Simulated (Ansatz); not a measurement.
**Single-point calculation, with input and output: Ru**

Ru (Fm-3m, 1 atom in the cell), computed with DFT PBE, scalar-relativistic, plane waves, PAW, no spin polarisation (Ansatz 0.2.0).

The structure derives from an entry of the Crystallography Open Database. Figures and captions count atoms from 1; the log counts them from 0 in places.

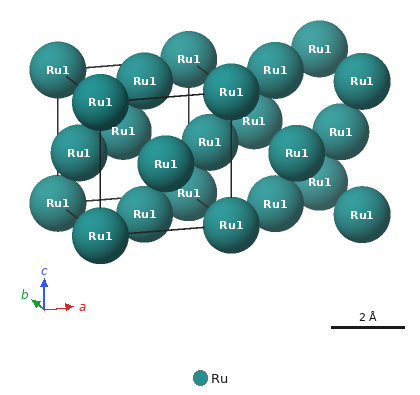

Fig. 1: The structure as given in the input (spheres-only view of the cell 4 times as large as that of the calculation, set on its symmetry axes, repeated 2 × 1 × 1, seen slightly off an axis; atoms are numbered from 1 in the order of the input).

Input file
```yaml
crystal:
  lattice:
    - [0.0, 1.9050840396, 1.9050840396]
    - [1.9050840396, 0.0, 1.9050840396]
    - [1.9050840396, 1.9050840396, 0.0]
  atoms:
    - { symbol: Ru, position: [0.0, 0.0, 0.0] }
basis:
  ecutwfc: 420
kpoints:
  mp_grid: { grid: [18, 18, 18] }
  band_path:
    path:
      - [[0.0, 0.0, 0.0], [0.5, 0.0, 0.5], [0.625, 0.25, 0.625]]
      - [[0.375, 0.375, 0.75], [0.0, 0.0, 0.0], [0.5, 0.5, 0.5], [0.5, 0.25, 0.75], [0.5, 0.0, 0.5]]
    npoints: 14
hamiltonian:
  xc: pbe
scf:
  occupations: { method: gaussian, width: 0.1 }
  n_extra_bands: 6
output:
  forces: true
  stress: true
  eigenvalues: true
  populations: true
  dos: { projected: true, de: 0.02, nscf_kmesh: { grid: [27, 27, 27] } }
  bader: true
  write_density: true
  write_potential: true
  elf: true
  volumetric_format: npy
```

Hardware: 1 thread of Arm Neoverse V1, 112 GiB of memory available, shared host.

Command:
```bash
ansatz run input.yaml --threads 1 --pin off --max-ram 2560MiB --backend cpu --events-out ev --progress --plain --runs-dir out
```

Output
```
scf.n_extra_bands = 6 over 8 filled bands (N_el = 16.0): the run solves 14 bands
Engine: ansatz 0.2.0, aarch64-unknown-linux-gnu
Pseudopotentials: kind: paw
Pseudopotential: Ru, paw, valence charge 16, recommended cutoff 420 eV (normal), Ru.paw.azcp
Functional definition: PBE
  parameter kappa = 0.804
  parameter beta = 0.06672455060314922
  exchange = pbe_x(kappa = kappa, mu = beta*pi^2/3)
  correlation = pbe_c(beta = beta)
Crystal: 1 atoms, lattice volume = 13.828 Å³
Basis set: ecut = 420 eV, 283 PW (Γ), exchange–correlation on 40×40×40 points (8 copies of the dense FFT grid, shifted against one another)
Bands: 14, of which v1, the nominal top of the filled ones, is band 8 counted from 1 (7 counted from 0)
Symmetry: 48 space group operations
Space group: Fm-3m (ITA 225), of the structure as read, at distance tolerance 2.4e-5 Å
k-points: 195 of 5832
Non-local potential: Ru, projectors of the file, l = 0: 3, l = 1: 2, l = 2: 2, l = 3: 1
PAW form: soft (Blöchl's): semilocal exchange-correlation on the pseudo side does not see the compensation charge
PAW one-centre angular grid: Ru, 590 points (default); XC on 64 Gauss nodes
Initial density: superposition of atomic densities (neutral atoms: chi_scale 0, normalization atom), corrected by the library's trained network
Initial wavefunctions: pseudopotential atomic-orbital guess
Functional: x = pbe(κ = 0.804, μ = 0.2195149727645171), c = pbe(β = 0.06672455060314922)
SCF iter   1: F=—  HF=-5878.580220 eV  |F-HF|=—  |Δ(HF+E_count)|=         —  Δρ=7.52e-3  dr2=2.09e-3  ethr=1.77e-3  ⟨swp⟩=5.3  Hψ=14762  notcnv=0
preconditioner: auto → none  [metal: Δε(μ)=0.028 eV  Ē_g=15.303 eV  σ=0.100 eV  W_gap=0.15  n_scr=0 (ndim 8)  ℏωp=28.2 eV  f_vac=0.000  D(μ)=1.02/eV (n_scr^D=14)]
SCF iter   2: F=—  HF=-5878.579832 eV  |F-HF|=—  |Δ(HF+E_count)|=   3.88e-4  Δρ=3.87e-3  dr2=5.52e-4  ethr=1.31e-5  ⟨swp⟩=2.2  Hψ=5483  notcnv=0  defer=3
SCF iter   3: F=—  HF=-5878.579840 eV  |F-HF|=—  |Δ(HF+E_count)|=   8.65e-6  Δρ=1.61e-3  dr2=8.12e-5  ethr=3.45e-6  ⟨swp⟩=2.7  Hψ=3886  notcnv=0  defer=3
SCF iter   4: F=—  HF=-5878.579871 eV  |F-HF|=—  |Δ(HF+E_count)|=   3.07e-5  Δρ=2.49e-4  dr2=7.20e-6  ethr=5.08e-7  ⟨swp⟩=1.4  Hψ=2714  notcnv=0  defer=3
SCF iter   5: F=—  HF=-5878.579869 eV  |F-HF|=—  |Δ(HF+E_count)|=   1.75e-6  Δρ=3.40e-5  dr2=1.10e-7  ethr=4.50e-8  ⟨swp⟩=2.5  Hψ=3912  notcnv=0  defer=3
SCF iter   6: F=-5878.579869 eV  HF=-5878.579869 eV  |F-HF|=6.02e-9  |Δ(HF+E_count)|=   8.67e-9  Δρ=8.17e-6  dr2=8.21e-9  ethr=6.25e-10  ⟨swp⟩=9.3  Hψ=14801  notcnv=0
SCF 1 converged in 6 iterations: F = -5878.579869 eV  dr2 = 8.21e-9
  greatest PAW one-centre occupation: 0.998 electrons in one spin orbital (limit 2), on the Ru atom at site 0 (counted from 0), in its partial waves of l = 0
```

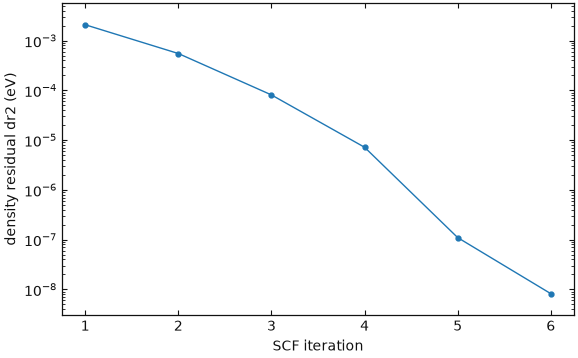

Fig. 2: Convergence of the self-consistent field: density residual dr2 against the SCF iteration. The residual falls at every step.

```
NSCF: frozen V_eff on 86 k-points
NSCF: frozen V_eff on 560 k-points
SCF converged after 6 iterations
Free energy (F): -5878.579869 eV
Harris-Foulkes:  -5878.579869 eV  (|F-HF|=6.02e-9)
Internal energy: -5878.574776 eV  (E = F + TS)
E sigma→0 (E₀):  -5878.577323 eV
Entropy (-TS):   -0.005093 eV (-5.093 meV/atom)
Fermi energy:    22.879636 eV
--- Per-component energies (eV) ---
  E_band       = -60.182289
  E_kinetic    = 513.847368
  E_local      = -1276.516004  (includes V_loc(G=0)·N_el)
  E_nonlocal   = 343.106467
  E_hartree    = 410.050793
  E_xc         = -190.430037
  E_vxc        = -239.067271  (∫ρ·V_xc dr)
  E_paw        = -3460.723211  (= ΣΔE_a)
  E_vpaw       = -221.657942  (= ΣTr[D̂ρ^β])
  E_aug_tail   = -0.000195  (compensation charges beyond the density's cutoff)
  E_ewald      = -2217.909957
  E_smearing   = -0.005093  (= −TS)
  E_closure    = -0.000000  (closes the sum)
  Σ components = -5878.579869   (vs F -5878.579869, Δ=0.00e0)
--- Forces (eV/Å), atoms counted from 1 ---
  atom   1  Ru    -0.00000000     0.00000000     0.00000000
  max |Σ_I F_I| component: 6.78e-32 eV/Å
--- Stress (GPa, compression-positive) ---
        0.016437       0.000000       0.000000
       -0.000000       0.016437       0.000000
        0.000000       0.000000       0.016437
  P = ⅓ Tr σ = 0.0164 GPa (0.164 kbar)
--- Band table (eV; the first three rows and the last of 195) ---
  k-point 0: bands = ["-50.0721", "-19.4786", "-19.4786", "-19.4786", "15.1216", "20.4043", "20.4043", "20.4043", "22.7878", "22.7878", "37.7889", "43.2895", "43.2895", "43.2895"]
  k-point 1: bands = ["-50.0671", "-19.5102", "-19.4827", "-19.4827", "15.2511", "20.3366", "20.4590", "20.4590", "22.7529", "22.7529", "38.0021", "42.6827", "43.4977", "43.4977"]
  k-point 2: bands = ["-50.0527", "-19.6010", "-19.4946", "-19.4946", "15.6215", "20.1668", "20.6018", "20.6018", "22.6766", "22.6766", "38.5850", "41.4005", "44.1004", "44.1004"]
  k-point 194: bands = ["-49.8488", "-20.1890", "-20.0884", "-19.8563", "18.0561", "19.0641", "20.0840", "22.5260", "25.1170", "32.5433", "33.9227", "34.7954", "36.4805", "47.5878"]
--- Löwdin populations: 1 site ---
  site symbol       q [e]
     0     Ru     15.9105
  spilling = 0.005592 (of n_electrons = 16.000000)
--- Bader charges: 1 site ---
  site symbol  charge [e]  shift [e]
     0     Ru      0.0000     0.0000
  estimated error of the sums over rays = 6.6e-7 e
```

File bader_charges.tsv
```
# site	symbol	x_ang	y_ang	z_ang	partial_charge_e	electrons	volume_ang3	relative_density_drop	shared_charge_e	partial_wave_shift_e
# quadrature_error_electrons = 6.6e-7
0	Ru	0.0000	0.0000	0.0000	0.00000	44.00000	13.83	-	0.00000	0.00000
```

File populations.tsv
```
# site	symbol	l	j	q
# orbitals = lowdin
# n_electrons = 16.000000
# spilling = 0.005592
0	Ru	0_4S	-	1.957669
0	Ru	0_5S	-	0.787527
0	Ru	1_4P	-	5.994022
0	Ru	2_4D	-	7.171309
```

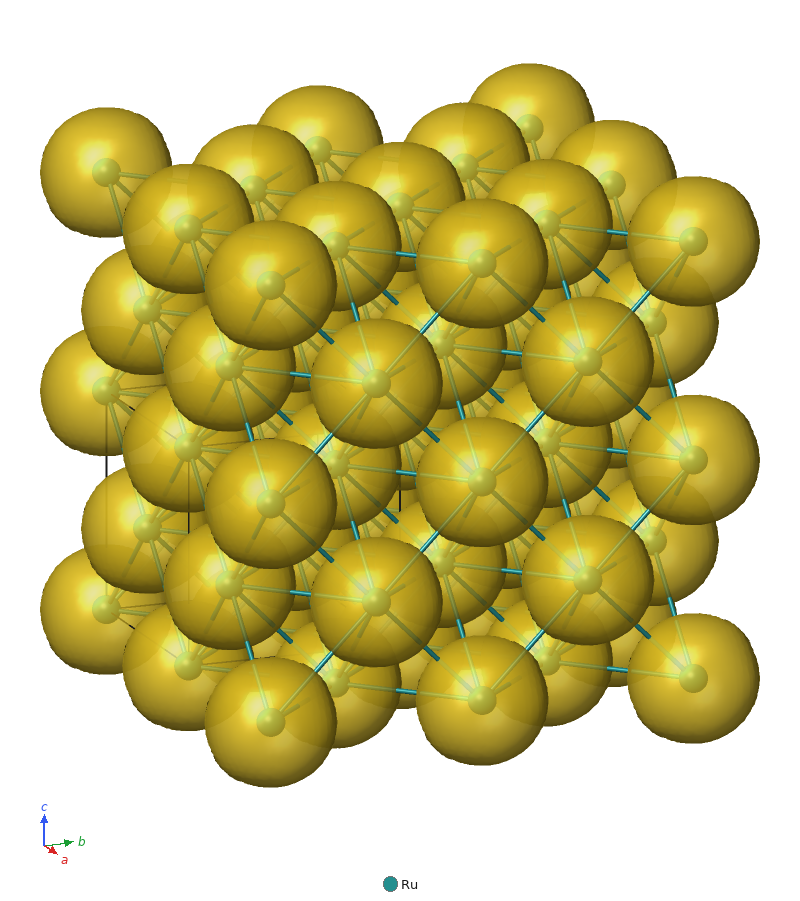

Fig. 3: Isosurface of the valence electron density at 0.5 e/Å³ (yellow), seen slightly off an axis. Sticks mark near contacts. The outline is the cell set on symmetry axes. At this value the density breaks into separate islands; it holds about 80 % of the electrons treated as valence (semicore included). It is pinched off along the Ru–Ru (2.69 Å) contacts. On the grid the lowest density along these lines, outside the cores, is 0.39 e/Å³ (Ru–Ru, 2.69 Å). Core electrons are frozen (PAW), so the fields are smoothed inside the atomic spheres.

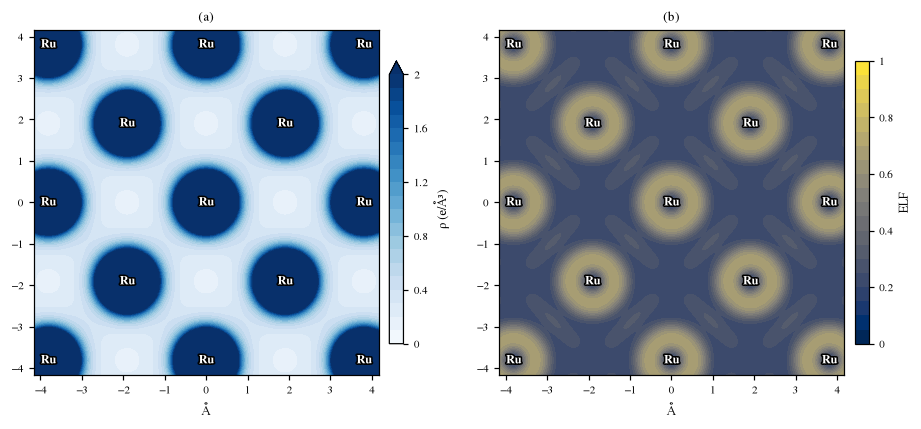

Fig. 4: (a) valence charge density (pseudo); (b) ELF on the (100) plane of the conventional cell. Atoms in the plane: Ru. Ru–Ru (2.69 Å): ρ at the midpoint is about 0.39 e/Å³; the ELF is about 0.30 at the midpoint (no localised pair between them). Away from the nuclei the density in this plane falls to 0.18 e/Å³ at its lowest. The strong features right at Ru lie inside the PAW spheres (semicore, d or f shells) and say nothing about bonding.

Results in brief

| quantity | value |
| --- | --- |
| outcome | converged |
| space group (tolerance 0.01 Å) | Fm-3m (225) |
| electrons treated | 16 |
| free energy | −5878.5799 eV |
| Fermi energy | 22.880 eV |
| gap on the k-point mesh | none (metallic) |
| pressure | 0.02 GPa |
| largest force (length of the vector) | under 0.001 eV/Å |
| wall time | 10 s |
| peak memory | 0.31 GiB |
